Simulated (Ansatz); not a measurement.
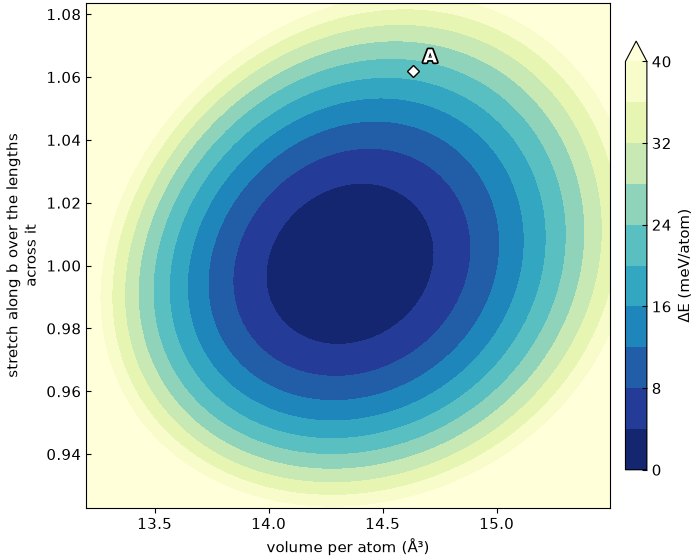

TiSi₂ (Cmcm, No. 63; 6 atoms in the cell). 
- The energy is mapped over volume and the cell's shape.
- First axis: volume per atom. Second axis: stretch along b over the lengths across it, relative to the relaxed cell.
- Nothing is relaxed (fractional coordinates fixed).
- Grid: 9 × 9 points.
- Points are written as (first, second).
- Energies: meV/atom, counted from the lowest grid point.
- These are results of Ansatz, DFT PBE, scalar-relativistic, plane waves, PAW, not measurements. Settings: cutoff 520 eV, k-mesh 12×12×12, gaussian smearing 0.15 eV, no spin polarisation.

Drawn: filled contours, one colour for all values above the top of the scale, the point A. Between grid points the surface is interpolated.

Q: Is A at rest? If not, where is it pushed?

A: A, at (14.635 Å³, 1.062), is not a stationary point. The computed force is 6.4 meV/atom for each Å³ towards smaller values of volume per atom and 630 meV/atom for each unit towards smaller values of the second coordinate.

PAW datasets: the set soft_1.
